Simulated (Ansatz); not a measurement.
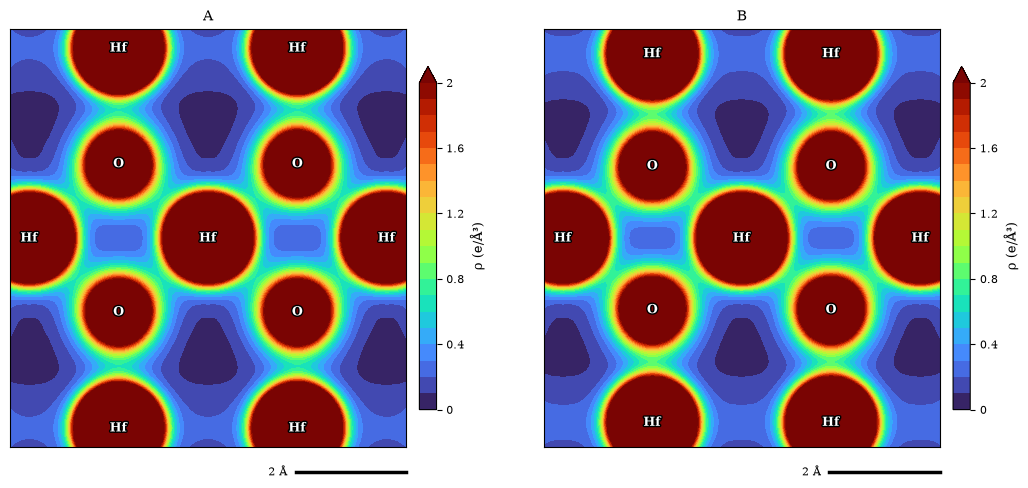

HfO2. The valence pseudo-density of two cells that differ in size and shape, on the (110) plane of each (indices in the axes of the calculation cell), at one length scale and on one colour scale; one has 12.0 and the other 12.7 Å³ an atom.

Space group P4₂/mnm; a structure from a database of computed crystals, not necessarily the ambient phase.

Method: DFT LDA, scalar-relativistic, plane waves, PAW in Ansatz 0.2.0.

The density is the valence pseudo-density of a PAW calculation; it isn't the true density close to the nuclei.

The larger cell:

```yaml
crystal:
  lattice:
    - [4.86073, 0.00000, 0.00000]
    - [0.00000, 4.86073, 0.00000]
    - [0.00000, 0.00000, 3.23361]
  atoms:
    - { symbol: Hf, position: [0.00000, 0.00000, 0.00000] }
    - { symbol: Hf, position: [0.50000, 0.50000, 0.50000] }
    - { symbol: O, position: [0.19511, 0.80489, 0.50000] }
    - { symbol: O, position: [0.30489, 0.30489, 0.00000] }
    - { symbol: O, position: [0.69511, 0.69511, 0.00000] }
    - { symbol: O, position: [0.80489, 0.19511, 0.50000] }
```

The smaller cell: a = 4.717 Å, b = 4.717 Å, c = 3.234 Å, α = 90.00°, β = 90.00°, γ = 90.00°.

> Which is the denser cell? Describe the effect of the change.

Panel B is the smaller cell, by 6 % in volume. From the larger cell to the smaller, Hf–O goes from 2.10 to 2.03 Å, and the density at its midpoint from 0.74 to 0.88 e/Å³; the pressure goes from −10 to 2.6 GPa; the Kohn–Sham gap goes from 3.7 eV to 3.9 eV.
